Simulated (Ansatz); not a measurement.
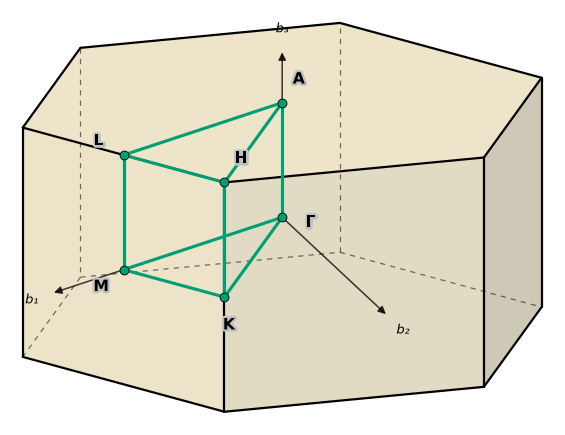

The figure shows the first Brillouin zone with its special points and a band path. Crystal: Si, coordinates from a relaxation with Ansatz, DFT, PBE, PAW with Ansatz's default frozen-core files, scalar-relativistic; the starting structure was generated, so it need not be a known form of this composition. The drawing is computed from the coordinates (standard cell, symmetry found to 0.002 Å).

Labels and path follow the convention of Hinuma et al. (2017), as computed by seekpath; the arrows show the directions of the reciprocal primitive vectors b₁, b₂, b₃.

Q: Name the Bravais lattice of the crystal.

A: A primitive hexagonal lattice (hP; extended symbol hP2). The zone is a hexagonal prism in its combinatorial type: 8 faces (6 with 4 edges, 2 with 6 edges), 18 edges, 12 vertices.

Q: In which order does the conventional band path visit the special points?

A: Γ–M–K–Γ–A–L–H–A | L–M | H–K
